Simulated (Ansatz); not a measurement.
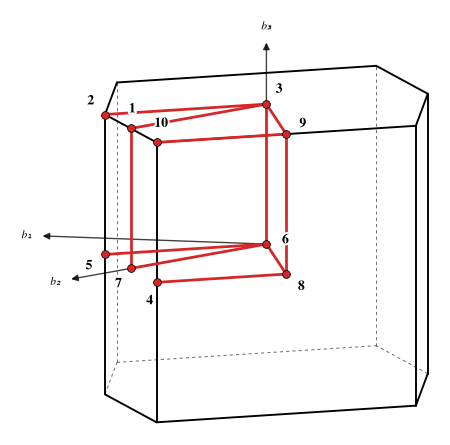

For Rh, the input geometry of an electronic-structure calculation (not necessarily at equilibrium); the starting structure was generated, so it need not be a known form of this composition: the first Brillouin zone of a base-centred orthorhombic lattice (oC; extended symbol oC1) is drawn with its special points numbered. Symmetry computed with spglib at a tolerance of 0.002 Å; standard conventional cell.

a = 2.706 Å, b = 8.192 Å, c = 2.730 Å, α = 90.00°, β = 90.00°, γ = 90.00°.

Labels and path follow the convention of Hinuma et al. (2017), as computed by seekpath; the arrows show the directions of the reciprocal primitive vectors b₁, b₂, b₃, in which coordinates are given.

> Give the label and coordinates of each numbered point.

```
no.  label           coordinates
  1      R         (0, 1/2, 1/2)
  2     A₀   (0.277, 0.277, 1/2)
  3      Z           (0, 0, 1/2)
  4     C₀    (−0.277, 0.723, 0)
  5     Σ₀     (0.277, 0.277, 0)
  6      Γ             (0, 0, 0)
  7      S           (0, 1/2, 0)
  8      Y        (−1/2, 1/2, 0)
  9      T      (−1/2, 1/2, 1/2)
 10     E₀  (−0.277, 0.723, 1/2)
```
